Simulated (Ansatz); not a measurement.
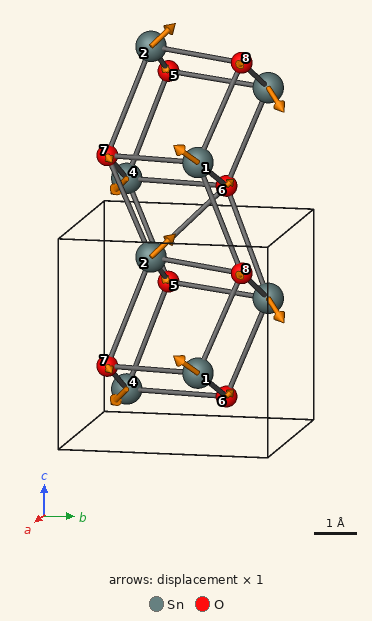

A relaxation of a crystal of SnO (built on the FeSi-198 type type). The starting structure is drawn; orange arrows show the displacements (the part carried along by the change of the cell is left out), at their true length.

The picture is a ball-and-stick view of the cell of the calculation, repeated 1 × 1 × 2 with one cell outlined, seen slightly off an axis.

All numbers below come from DFT, PBEsol, plane waves, PAW in Ansatz 0.2.0.

Input
```yaml
crystal:
  lattice:
    - [5.21897879, 0.0, 0.0]
    - [0.0, 5.21897879, 0.0]
    - [0.0, 0.0, 5.21897879]
  atoms:
    - { symbol: Sn, position: [0.86308769, 0.63691231, 0.36308769] }
    - { symbol: Sn, position: [0.63691231, 0.36308769, 0.86308769] }
    - { symbol: Sn, position: [0.36308769, 0.86308769, 0.63691231] }
    - { symbol: Sn, position: [0.13691231, 0.13691231, 0.13691231] }
    - { symbol: O, position: [0.15869827, 0.34130173, 0.65869827] }
    - { symbol: O, position: [0.34130173, 0.65869827, 0.15869827] }
    - { symbol: O, position: [0.65869827, 0.15869827, 0.34130173] }
    - { symbol: O, position: [0.84130173, 0.84130173, 0.84130173] }
kpoints:
  mp_grid: { grid: [4, 4, 4] }
hamiltonian:
  xc: pbesol
scf:
  occupations: { method: fermi_dirac, width: 0.03 }
relax:
  f_tol: 0.01
  cell: {}
  max_steps: 120
```

Launched with:
```bash
ansatz run input.yaml --threads 2 --pin off --max-ram 20275MiB --backend cpu --events-out ev --progress --plain --runs-dir out
```

**Which element moves most?**

Tin: up to 0.88 Å, against 0.27 Å for oxygen.

**Describe the change and its energy.**

The largest moves relative to the cell, 0.88 Å, are those of Sn1, Sn2, Sn3 and Sn4. Sn1 goes along [1 −1 1]. By element the largest moves are Sn 0.88 Å, O 0.27 Å. The volume changes by −2.1 %, with a = b = c 5.219 → 5.182 Å (−0.7 %). Some distances before and after: Sn1–O6 2.927 → 3.737 Å, Sn1–O5 2.672 → 2.040 Å, Sn1–O6 (another image) 2.717 → 2.427 Å. The space group stays P2_13 (No. 198). Over 10 accepted moves (13 points after the start) the energy falls by 5.458 eV per cell of the calculation. The largest force component goes from 0.37 to 0.00064 eV/Å. Pressure: −12.59 GPa at the start and −0.01 GPa at the end. The line search rejected the trial step at point 9 of the run. The SCF was repeated twice at an unchanged geometry on a basis and grid sized afresh for the cell, which shifted the energy by 6.4 meV per cell of the calculation at most.
